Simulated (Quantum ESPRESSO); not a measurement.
**Geometry relaxation, with input and output: Re (part 3 of 4)**

Re (2 atoms in the cell); Kohn-Sham DFT of a periodic cell, WC, SSSP 1.3 efficiency PBE, no spin polarisation (Quantum ESPRESSO 7.5); cutoff 748.31 eV, 5×5×4 k-mesh, fermi-dirac of 0.2 eV. The structure derives from an entry of the Crystallography Open Database.

Geometry of the input (Å; fractional positions):
```
0.0000  -1.9750  -1.9750
0.0000  1.9750  -1.9750
3.9500  0.0000  0.0000
Re 0.4775  0.4286  0.5103
Re 0.0225  0.0714  0.9897
```

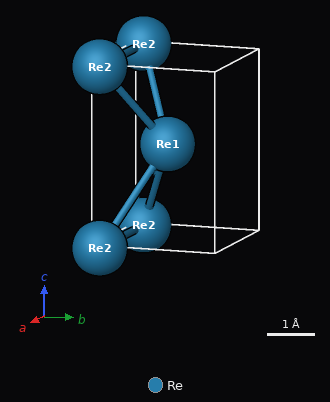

*The starting structure (ball-and-stick view of the cell of the calculation, seen slightly off an axis; atoms are numbered from 1 in the order of the input). An atom can appear more than once, as a periodic image.*

The program's output, continued
```
          k =-0.1768 0.2828 0.2828 (  1434 PWs)   bands (ev):

   -56.7247 -56.6968 -19.0791 -18.9617 -18.4810 -18.3183 -18.3010 -18.2342
    16.7112  17.7250  20.1384  21.2001  21.3810  21.6934  21.8348  22.2081
    25.1187  26.3737  26.5291  29.1528  32.0410  34.8479

          k = 0.1768-0.2828 0.2828 (  1434 PWs)   bands (ev):

   -56.7247 -56.6968 -19.0791 -18.9617 -18.4810 -18.3183 -18.3010 -18.2342
    16.7112  17.7250  20.1385  21.2002  21.3808  21.6935  21.8346  22.2083
    25.1188  26.3735  26.5291  29.1528  32.0413  34.8478

          k = 0.1768 0.2828 0.2828 (  1434 PWs)   bands (ev):

   -56.7247 -56.6968 -19.0791 -18.9617 -18.4810 -18.3183 -18.3010 -18.2342
    16.7112  17.7250  20.1384  21.2000  21.3810  21.6934  21.8348  22.2081
    25.1187  26.3737  26.5290  29.1529  32.0412  34.8476

          k = 0.3536 0.2828 0.2828 (  1440 PWs)   bands (ev):

   -56.7108 -56.7105 -19.1284 -19.1284 -18.2793 -18.2788 -18.2762 -18.2754
    16.7407  16.7421  21.1687  21.1744  21.4071  21.4072  22.6408  22.6447
    26.6257  26.6297  26.7282  26.7297  33.0964  33.1032

          k = 0.0000-0.2828 0.0000 (  1421 PWs)   bands (ev):

   -56.7593 -56.6760 -18.9145 -18.7247 -18.5232 -18.4908 -18.2656 -18.2620
    15.5174  18.2791  19.2808  19.7852  21.2075  22.4803  22.8171  22.8266
    23.7857  25.1427  27.5319  32.4102  32.7556  34.1453

          k = 0.1768-0.0000 0.2828 (  1433 PWs)   bands (ev):

   -56.7471 -56.6882 -18.9268 -18.6587 -18.6487 -18.4140 -18.3315 -18.2107
    16.1914  18.7742  19.4829  19.9438  20.0801  21.6089  22.8951  23.2131
    24.0283  25.8094  25.9348  29.6418  34.5538  36.4396

          k =-0.1768-0.2828 0.0000 (  1433 PWs)   bands (ev):

   -56.7471 -56.6882 -18.9268 -18.6588 -18.6486 -18.4141 -18.3315 -18.2107
    16.1914  18.7742  19.4830  19.9436  20.0802  21.6089  22.8951  23.2132
    24.0282  25.8093  25.9349  29.6418  34.5538  36.4396

          k =-0.1768 0.2828-0.0000 (  1433 PWs)   bands (ev):

   -56.7471 -56.6882 -18.9268 -18.6588 -18.6486 -18.4141 -18.3315 -18.2107
    16.1914  18.7742  19.4830  19.9435  20.0802  21.6088  22.8952  23.2132
    24.0282  25.8093  25.9348  29.6418  34.5538  36.4396

          k = 0.3536-0.2828 0.0000 (  1444 PWs)   bands (ev):

   -56.7179 -56.7173 -18.8493 -18.8480 -18.4982 -18.4954 -18.2550 -18.2543
    17.8061  17.8079  19.8836  19.8947  20.6790  20.6857  22.9809  22.9823
    23.8168  23.8311  27.8251  27.8271  36.3232  36.3344

          k = 0.0000 0.1414 0.4243 (  1434 PWs)   bands (ev):

   -56.7159 -56.6839 -18.9238 -18.8368 -18.6853 -18.4473 -18.4361 -18.3467
    17.4302  18.6274  18.9541  19.4067  20.3710  21.2012  24.0741  24.2891
    24.4514  26.3996  26.8494  30.1098  34.3107  35.7292

          k = 0.0000-0.4243 0.1414 (  1434 PWs)   bands (ev):

   -56.7159 -56.6839 -18.9238 -18.8368 -18.6853 -18.4473 -18.4361 -18.3467
    17.4302  18.6274  18.9541  19.4066  20.3711  21.2012  24.0740  24.2892
    24.4516  26.3994  26.8495  30.1097  34.3108  35.7293

          k = 0.0000-0.4243-0.1414 (  1434 PWs)   bands (ev):

   -56.7159 -56.6839 -18.9238 -18.8368 -18.6853 -18.4473 -18.4361 -18.3467
    17.4302  18.6274  18.9540  19.4067  20.3710  21.2013  24.0740  24.2892
    24.4514  26.3996  26.8494  30.1098  34.3107  35.7292

          k =-0.1768 0.1414 0.4243 (  1427 PWs)   bands (ev):

   -56.7111 -56.6885 -19.0054 -18.9391 -18.6073 -18.4017 -18.3807 -18.3438
    17.5140  18.3254  19.5131  19.7369  20.9176  21.1882  22.8318  23.1268
    26.2682  26.4718  26.9538  30.4784  31.5301  35.0912

          k = 0.1768-0.1414 0.4243 (  1427 PWs)   bands (ev):

   -56.7111 -56.6885 -19.0054 -18.9391 -18.6072 -18.4017 -18.3806 -18.3438
    17.5140  18.3255  19.5130  19.7368  20.9176  21.1881  22.8317  23.1270
    26.2681  26.4718  26.9538  30.4783  31.5302  35.0912

          k =-0.1768-0.4243 0.1414 (  1427 PWs)   bands (ev):

   -56.7111 -56.6885 -19.0054 -18.9391 -18.6072 -18.4017 -18.3807 -18.3438
    17.5140  18.3254  19.5129  19.7370  20.9176  21.1882  22.8318  23.1269
    26.2685  26.4715  26.9538  30.4783  31.5301  35.0913

          k =-0.1768 0.4243-0.1414 (  1427 PWs)   bands (ev):

   -56.7111 -56.6885 -19.0054 -18.9391 -18.6072 -18.4017 -18.3806 -18.3439
    17.5140  18.3254  19.5131  19.7368  20.9177  21.1881  22.8318  23.1268
    26.2683  26.4717  26.9538  30.4784  31.5301  35.0912

          k = 0.1768-0.4243-0.1414 (  1427 PWs)   bands (ev):

   -56.7111 -56.6885 -19.0054 -18.9391 -18.6073 -18.4017 -18.3807 -18.3438
    17.5140  18.3254  19.5129  19.7370  20.9175  21.1882  22.8319  23.1267
    26.2682  26.4718  26.9539  30.4784  31.5301  35.0912

          k = 0.1768 0.4243 0.1414 (  1427 PWs)   bands (ev):

   -56.7111 -56.6885 -19.0054 -18.9391 -18.6073 -18.4017 -18.3806 -18.3439
    17.5140  18.3254  19.5131  19.7368  20.9176  21.1882  22.8319  23.1267
    26.2674  26.4725  26.9539  30.4783  31.5301  35.0911

          k =-0.1768-0.1414-0.4243 (  1427 PWs)   bands (ev):

   -56.7111 -56.6885 -19.0054 -18.9391 -18.6073 -18.4017 -18.3806 -18.3439
    17.5140  18.3254  19.5131  19.7367  20.9176  21.1882  22.8319  23.1268
    26.2673  26.4726  26.9539  30.4784  31.5302  35.0911

          k = 0.3536 0.1414 0.4243 (  1430 PWs)   bands (ev):

   -56.6998 -56.6996 -19.0406 -19.0404 -18.4924 -18.4908 -18.3085 -18.3074
    17.8264  17.8274  20.1929  20.1933  21.4104  21.4147  22.3072  22.3103
    25.8176  25.8269  28.8862  28.8929  33.0224  33.0255

          k = 0.3536-0.4243 0.1414 (  1430 PWs)   bands (ev):

   -56.6998 -56.6996 -19.0406 -19.0404 -18.4924 -18.4908 -18.3085 -18.3074
    17.8264  17.8274  20.1929  20.1933  21.4105  21.4148  22.3071  22.3102
    25.8176  25.8268  28.8861  28.8929  33.0224  33.0255

          k =-0.3536-0.4243-0.1414 (  1430 PWs)   bands (ev):

   -56.6998 -56.6996 -19.0406 -19.0404 -18.4924 -18.4908 -18.3085 -18.3074
    17.8264  17.8274  20.1929  20.1933  21.4104  21.4147  22.3071  22.3103
    25.8176  25.8269  28.8862  28.8929  33.0224  33.0255

          k = 0.0000-0.5657 0.0000 (  1433 PWs)   bands (ev):

   -56.6883 -56.6761 -19.0582 -19.0275 -18.5740 -18.5153 -18.4784 -18.4747
    16.9910  17.2427  17.8849  18.0390  23.6711  24.1181  25.7144  26.3872
    26.3954  26.5066  27.5275  29.7987  33.3497  34.7751

          k = 0.1768-0.0000 0.5657 (  1443 PWs)   bands (ev):

   -56.6865 -56.6778 -18.9860 -18.9756 -18.7078 -18.5632 -18.4660 -18.4494
    17.7177  17.7390  18.4968  18.7203  21.8996  22.4520  24.8389  25.1769
    26.3978  26.6976  28.9964  30.8344  32.1040  34.4857

          k =-0.1768-0.5657 0.0000 (  1443 PWs)   bands (ev):

   -56.6865 -56.6778 -18.9860 -18.9756 -18.7078 -18.5632 -18.4660 -18.4494
    17.7187  17.7380  18.4968  18.7204  21.8996  22.4519  24.8389  25.1768
    26.3979  26.6975  28.9965  30.8343  32.1039  34.4859

          k =-0.1768 0.5657-0.0000 (  1443 PWs)   bands (ev):

   -56.6865 -56.6778 -18.9860 -18.9756 -18.7077 -18.5632 -18.4660 -18.4494
    17.7190  17.7377  18.4968  18.7204  21.8996  22.4519  24.8389  25.1768
    26.3980  26.6974  28.9964  30.8344  32.1039  34.4859

          k = 0.3536-0.5657 0.0000 (  1426 PWs)   bands (ev):

   -56.6821 -56.6820 -18.8717 -18.8693 -18.7739 -18.7705 -18.4414 -18.4405
    18.9042  18.9043  19.6573  19.6643  20.1910  20.2015  23.6394  23.6398
    26.4244  26.4307  30.3056  30.3161  34.8331  34.8494

     the Fermi energy is    23.1277 ev

!    total energy              =    -381.06913115 Ry
     estimated scf accuracy    <          1.2E-12 Ry
     smearing contrib. (-TS)   =      -0.01931128 Ry
     internal energy E=F+TS    =    -381.04981987 Ry

     The total energy is F=E-TS. E is the sum of the following terms:
     one-electron contribution =     -38.12414198 Ry
     hartree contribution      =      38.27874778 Ry
     xc contribution           =    -104.80166507 Ry
     ewald contribution        =    -276.40276061 Ry

     convergence has been achieved in   7 iterations

     negative rho (up, down):  2.730E-01 0.000E+00

     Forces acting on atoms (cartesian axes, Ry/au):

     atom    1 type  1   force =    -0.00056623   -0.00019046   -0.00040020
     atom    2 type  1   force =     0.00056623    0.00019046    0.00040020

     Total force =     0.001017     Total SCF correction =     0.000010
     Energy error            =      4.9E-06 Ry
     Gradient error          =      5.7E-04 Ry/Bohr

     number of scf cycles    =  11
     number of bfgs steps    =  10

     energy             old  =    -381.0691262823 Ry
     energy             new  =    -381.0691311527 Ry

     CASE: energy            _new < energy            _old

     new trust radius        =       0.0034550022 bohr
     new conv_thr            =            4.0E-12 Ry

ATOMIC_POSITIONS (angstrom)
Re               1.9753566755       -0.0002541518       -1.9741494244
Re               3.9496433245        0.0002541518       -0.0008505756

     NEW-OLD atomic charge density approx. for the potential

     negative rho (up, down):  2.729E-01 0.000E+00

     Self-consistent Calculation

     iteration #  1     ecut=    55.00 Ry     beta= 0.50
     Davidson diagonalization with overlap
     ethr =  1.00E-06,  avg # of iterations =  3.0

     Threshold (ethr) on eigenvalues was too large:
     Diagonalizing with lowered threshold

     Davidson diagonalization with overlap
     ethr =  6.25E-09,  avg # of iterations =  2.7

     negative rho (up, down):  2.729E-01 0.000E+00

     total energy              =    -381.06913325 Ry
     estimated scf accuracy    <       0.00000234 Ry

     iteration #  2     ecut=    55.00 Ry     beta= 0.50
     Davidson diagonalization with overlap
     ethr =  7.80E-09,  avg # of iterations =  2.0

     negative rho (up, down):  2.729E-01 0.000E+00

     total energy              =    -381.06913362 Ry
     estimated scf accuracy    <       0.00000033 Ry

     iteration #  3     ecut=    55.00 Ry     beta= 0.50
     Davidson diagonalization with overlap
     ethr =  1.10E-09,  avg # of iterations =  2.0

     negative rho (up, down):  2.729E-01 0.000E+00

     total energy              =    -381.06913367 Ry
     estimated scf accuracy    <       0.00000004 Ry

     iteration #  4     ecut=    55.00 Ry     beta= 0.50
     Davidson diagonalization with overlap
     ethr =  1.36E-10,  avg # of iterations =  1.8

     negative rho (up, down):  2.729E-01 0.000E+00

     total energy              =    -381.06913367 Ry
     estimated scf accuracy    <          1.8E-09 Ry

     iteration #  5     ecut=    55.00 Ry     beta= 0.50
     Davidson diagonalization with overlap
     ethr =  6.10E-12,  avg # of iterations =  2.9

     negative rho (up, down):  2.729E-01 0.000E+00

     total energy              =    -381.06913367 Ry
     estimated scf accuracy    <          2.1E-10 Ry

     iteration #  6     ecut=    55.00 Ry     beta= 0.50
     Davidson diagonalization with overlap
     ethr =  7.15E-13,  avg # of iterations =  2.2

     negative rho (up, down):  2.729E-01 0.000E+00

     total energy              =    -381.06913367 Ry
     estimated scf accuracy    <          7.5E-12 Ry

     iteration #  7     ecut=    55.00 Ry     beta= 0.50
     Davidson diagonalization with overlap
     ethr =  1.00E-13,  avg # of iterations =  1.6

     negative rho (up, down):  2.729E-01 0.000E+00

     End of self-consistent calculation

          k = 0.0000 0.0000 0.0000 (  1449 PWs)   bands (ev):

   -56.8031 -56.6762 -19.1173 -18.5108 -18.5108 -18.1313 -18.1278 -18.1278
    13.3884  16.7757  17.6218  21.4308  21.4308  21.4409  24.4249  24.4252
    25.8248  26.7744  27.5242  27.5243  34.8692  34.8692

          k = 0.1768 0.0000 0.0000 (  1426 PWs)   bands (ev):

   -56.7845 -56.6948 -18.9845 -18.4558 -18.4558 -18.2884 -18.1850 -18.1850
    14.2928  17.0724  18.0426  20.6732  21.9795  21.9795  23.4713  23.4894
    24.7198  25.9079  25.9080  26.3693  37.3256  37.3259

          k =-0.3536 0.0000-0.0000 (  1426 PWs)   bands (ev):

   -56.7399 -56.7396 -18.6494 -18.6481 -18.3219 -18.3219 -18.3211 -18.3210
    16.3775  16.3792  19.1987  19.2040  22.0196  22.0286  23.5651  23.5651
    23.5695  23.5695  25.4887  25.4932  40.6667  40.6801

          k = 0.0000 0.1414-0.1414 (  1425 PWs)   bands (ev):

   -56.7800 -56.6772 -19.0080 -18.6722 -18.4583 -18.3674 -18.2082 -18.1478
    14.5172  17.5471  18.5036  20.7229  21.9001  21.9200  22.8514  23.7031
    24.6093  25.1596  26.8340  31.2124  31.4723  36.5328

          k = 0.1768 0.1414-0.1414 (  1424 PWs)   bands (ev):

   -56.7650 -56.6922 -18.9853 -18.5608 -18.5396 -18.4133 -18.1938 -18.1834
    15.2185  17.7521  18.9021  20.6046  21.5830  21.9174  21.9338  23.9480
    24.1421  24.5284  27.0813  28.3980  33.4644  37.1095

          k =-0.3536 0.1414-0.1414 (  1436 PWs)   bands (ev):

   -56.7288 -56.7285 -18.8314 -18.8311 -18.3099 -18.3099 -18.3045 -18.3037
    16.8985  16.8990  19.8768  19.8806  21.2087  21.2146  22.5492  22.5503
    25.0851  25.0901  26.0982  26.0987  36.5249  36.5259

          k = 0.0000 0.2828-0.2828 (  1446 PWs)   bands (ev):

   -56.7305 -56.6911 -18.8903 -18.7768 -18.7354 -18.4286 -18.3362 -18.2172
    17.1056  18.7648  19.7605  19.9759  20.5911  21.1792  22.8593  23.2791
    23.2933  25.1462  27.0054  29.2550  35.1346  36.5665

          k = 0.1768 0.2828-0.2828 (  1434 PWs)   bands (ev):

   -56.7247 -56.6968 -19.0791 -18.9617 -18.4810 -18.3183 -18.3011 -18.2342
    16.7112  17.7250  20.1385  21.2002  21.3810  21.6934  21.8345  22.2081
    25.1188  26.3736  26.5291  29.1528  32.0412  34.8478

          k =-0.3536 0.2828-0.2828 (  1440 PWs)   bands (ev):

   -56.7107 -56.7106 -19.1284 -19.1284 -18.2791 -18.2790 -18.2760 -18.2757
    16.7411  16.7416  21.1706  21.1726  21.4071  21.4072  22.6420  22.6434
    26.6269  26.6284  26.7287  26.7292  33.0987  33.1011

          k = 0.0000 0.0000-0.2828 (  1421 PWs)   bands (ev):

   -56.7593 -56.6760 -18.9145 -18.7247 -18.5232 -18.4908 -18.2656 -18.2620
    15.5174  18.2792  19.2808  19.7852  21.2075  22.4803  22.8172  22.8267
    23.7855  25.1427  27.5319  32.4102  32.7556  34.1452

          k = 0.1768 0.0000-0.2828 (  1433 PWs)   bands (ev):

   -56.7471 -56.6882 -18.9268 -18.6587 -18.6487 -18.4141 -18.3315 -18.2107
    16.1914  18.7742  19.4831  19.9437  20.0800  21.6088  22.8952  23.2133
    24.0282  25.8093  25.9347  29.6418  34.5538  36.4396

          k =-0.3536 0.0000-0.2828 (  1444 PWs)   bands (ev):

   -56.7177 -56.7175 -18.8489 -18.8484 -18.4973 -18.4963 -18.2548 -18.2545
    17.8067  17.8073  19.8871  19.8912  20.6811  20.6836  22.9814  22.9819
    23.8212  23.8265  27.8258  27.8265  36.3267  36.3308

          k = 0.0000 0.1414-0.4243 (  1434 PWs)   bands (ev):

   -56.7159 -56.6840 -18.9238 -18.8368 -18.6853 -18.4473 -18.4362 -18.3467
    17.4302  18.6274  18.9542  19.4066  20.3711  21.2012  24.0742  24.2891
    24.4514  26.3994  26.8495  30.1097  34.3108  35.7293

          k = 0.1768 0.1414-0.4243 (  1427 PWs)   bands (ev):

   -56.7111 -56.6885 -19.0054 -18.9391 -18.6072 -18.4017 -18.3807 -18.3439
    17.5140  18.3254  19.5131  19.7368  20.9177  21.1881  22.8319  23.1267
    26.2684  26.4716  26.9538  30.4783  31.5301  35.0912

          k =-0.3536 0.1414-0.4243 (  1430 PWs)   bands (ev):

   -56.6998 -56.6997 -19.0405 -19.0404 -18.4919 -18.4913 -18.3082 -18.3078
    17.8267  17.8270  20.1930  20.1932  21.4118  21.4134  22.3081  22.3093
    25.8205  25.8239  28.8883  28.8908  33.0234  33.0245

          k = 0.0000 0.0000-0.5657 (  1433 PWs)   bands (ev):

   -56.6884 -56.6761 -19.0581 -19.0275 -18.5740 -18.5153 -18.4784 -18.4747
    16.9910  17.2427  17.8850  18.0388  23.6712  24.1181  25.7145  26.3873
    26.3954  26.5066  27.5275  29.7987  33.3498  34.7750

          k = 0.1768 0.0000-0.5657 (  1443 PWs)   bands (ev):

   -56.6865 -56.6778 -18.9860 -18.9756 -18.7077 -18.5632 -18.4660 -18.4495
    17.7190  17.7377  18.4969  18.7202  21.8997  22.4519  24.8389  25.1767
    26.3980  26.6974  28.9965  30.8343  32.1041  34.4857

          k =-0.3536 0.0000-0.5657 (  1426 PWs)   bands (ev):

   -56.6821 -56.6820 -18.8709 -18.8700 -18.7728 -18.7716 -18.4411 -18.4408
    18.9043  18.9044  19.6596  19.6621  20.1943  20.1982  23.6395  23.6396
    26.4264  26.4287  30.3089  30.3128  34.8480  34.9745

          k = 0.0000 0.1414 0.1414 (  1425 PWs)   bands (ev):

   -56.7800 -56.6772 -19.0080 -18.6722 -18.4583 -18.3673 -18.2082 -18.1478
    14.5172  17.5471  18.5036  20.7228  21.9001  21.9200  22.8514  23.7031
    24.6093  25.1596  26.8340  31.2124  31.4724  36.5328

          k =-0.1768 0.1414 0.1414 (  1424 PWs)   bands (ev):

   -56.7650 -56.6922 -18.9853 -18.5608 -18.5396 -18.4133 -18.1938 -18.1834
    15.2185  17.7521  18.9021  20.6046  21.5830  21.9174  21.9338  23.9480
    24.1421  24.5284  27.0813  28.3980  33.4644  37.1095

          k = 0.1768-0.1414 0.1414 (  1424 PWs)   bands (ev):

   -56.7650 -56.6922 -18.9853 -18.5608 -18.5395 -18.4133 -18.1938 -18.1834
    15.2185  17.7521  18.9021  20.6046  21.5830  21.9174  21.9338  23.9480
    24.1420  24.5284  27.0813  28.3980  33.4644  37.1095

          k = 0.1768 0.1414 0.1414 (  1424 PWs)   bands (ev):

   -56.7650 -56.6922 -18.9853 -18.5608 -18.5396 -18.4133 -18.1938 -18.1834
    15.2185  17.7521  18.9021  20.6046  21.5830  21.9174  21.9338  23.9479
    24.1421  24.5284  27.0813  28.3980  33.4644  37.1095

          k = 0.3536 0.1414 0.1414 (  1436 PWs)   bands (ev):
```
